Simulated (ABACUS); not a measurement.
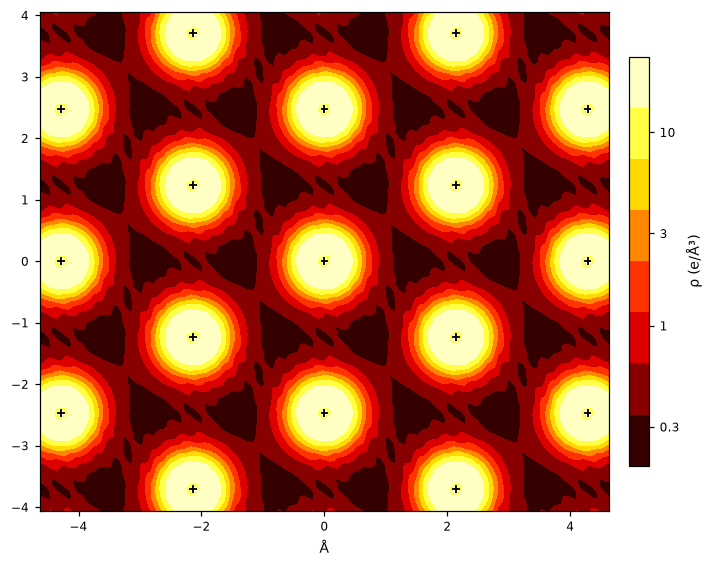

The valence charge density (pseudo) on a plane through atoms (crosses mark nuclei in the plane).

Computed with Kohn-Sham DFT of a periodic cell, PBE, PseudoDojo NC SR 0.4.1 PBE standard (ABACUS).

Candidates:
A. Co, a = 4.28 Å, b = 2.47 Å, c = 4.02 Å, α = 90.00°, β = 90.00°, γ = 90.00°. Space group C2/m; a structure from a database of computed crystals, not necessarily the ambient phase; changed on purpose from its base cell (atoms moved at random by about 0.05 A); computed pressure about 5 GPa in this cell; spin-polarised.
B. Ni, a = 3.48 Å, b = 3.48 Å, c = 3.48 Å, α = 90.00°, β = 90.00°, γ = 90.00°. Space group Fm-3m; a structure from a database of computed crystals, not necessarily the ambient phase; computed pressure about 8 GPa in this cell; spin-polarised.

### Which candidate gave the map?

Candidate A: Co on the (001) plane of the conventional cell, which holds Co. Co–Co (2.47 Å): the density is about 0.22 e/Å³ at the midpoint. Co–Co (2.47 Å): the density is about 0.22 e/Å³ at the midpoint.
